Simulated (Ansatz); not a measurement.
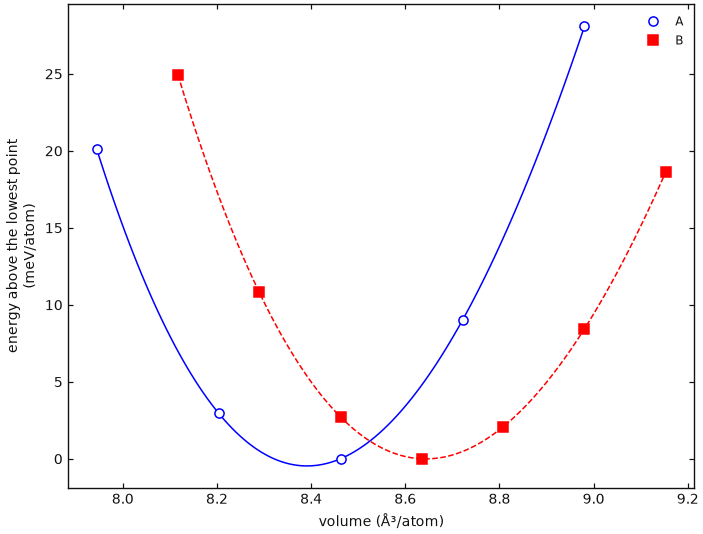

The plot gives the computed energy above the lowest point against volume, with one curve for each functional, for CoO (space group Fm-3m). The labels are replaced by letters. In alphabetical order the cases are: PBE; r2SCAN.

Method: equation of state of a cubic crystal from periodic Kohn-Sham density functional theory without spin, third-order Birch-Murnaghan fit to the free energies; pressure corrected for the finite basis (Ansatz 0.2.0 development build).

structure type rock salt; atoms in cell 2; space group number 225; lattice centring face-centred primitive; occupation method Fermi–Dirac; datasets soft-1 PAW; density tolerance 1e−07 eV; bands 16; density cutoff ratio 4; search for lower states default.

Which letter stands for which functional?

Answer. A: r2SCAN; B: PBE.

Note: known magnet treated without spin, far from its ground state; modest k-mesh, values are not fully converged in k (r2SCAN).
